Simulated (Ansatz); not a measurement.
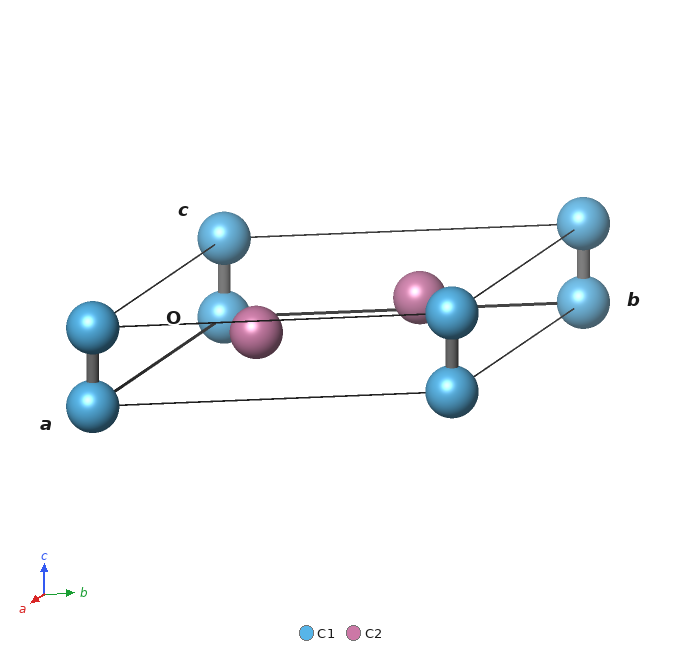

Crystal: C, the input geometry of an electronic-structure calculation (not necessarily at equilibrium); the starting structure was generated, so it need not be a known form of this composition. One unit cell; atoms that symmetry makes equivalent share a colour (atoms on faces, edges and corners are repeated). Symmetry computed with spglib at a tolerance of 0.002 Å; standard conventional cell.

a = 5.695 Å, b = 5.695 Å, c = 1.277 Å, α = 90.00°, β = 90.00°, γ = 120.00°; space group No. 191, P6/mmm.

One atom of each site: C1 (0, 0, 0); C2 (1/3, 2/3, 1/2).

Q: Give the multiplicity, Wyckoff letter and site symmetry of each site.

A:
```
site  Wyckoff  symmetry
  C1       1a     6/mmm
  C2       2d      -6m2
```

Q: How many free positional parameters does the structure have?

A: 0: C1 0, C2 0.
